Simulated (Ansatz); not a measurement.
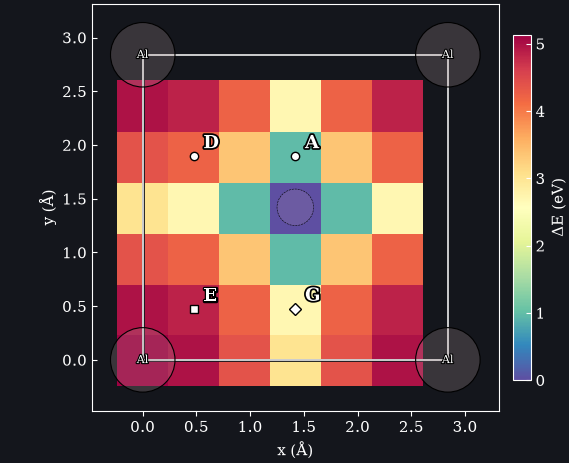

N on an Al(100) slab cut from the Fm-3m phase, its upper half relaxed before the scan (3 atoms of substrate and one adsorbate in a 1 × 1 cell). N is moved over the surface cell; relaxed at each place: the height of the adsorbate's atoms; substrate rigid; the origin of the map has the adsorbate above Al3. Places are given modulo a cell vector. The map is drawn in real space over the plane of the surface. The scan uses a 6 × 6 grid; 10 points were computed and 26 follow by symmetry. All energies are given in eV relative to the lowest grid point. The relaxed height changes by up to 0.8 Å between neighbouring points. With one adsorbate in each 1 × 1 cell, its nearest image is 2.8 Å away, so neighbouring adsorbates interact. Level of theory: Ansatz 0.2.0, DFT PBEsol, scalar-relativistic, plane waves, PAW. Settings: cutoff 420 eV, k-mesh 9×9×1, gaussian smearing 0.1 eV, no spin polarisation.

The picture shows one coloured cell a grid point, labelled circles for the atoms of the top layer and small ones for the second layer, the outline of one cell of the plane, lettered points.

Question: Is G the lowest point of the computed grid?

Answer: No. G lies 2.70 eV above the lowest grid point, which is at a fourfold hollow over a second-layer Al atom, (3/6, 3/6) of the cell vectors.

Question: Rank the lettered points by energy, lowest first.

Answer: A (0.97 eV), G (2.70 eV), D (4.22 eV), E (4.85 eV).
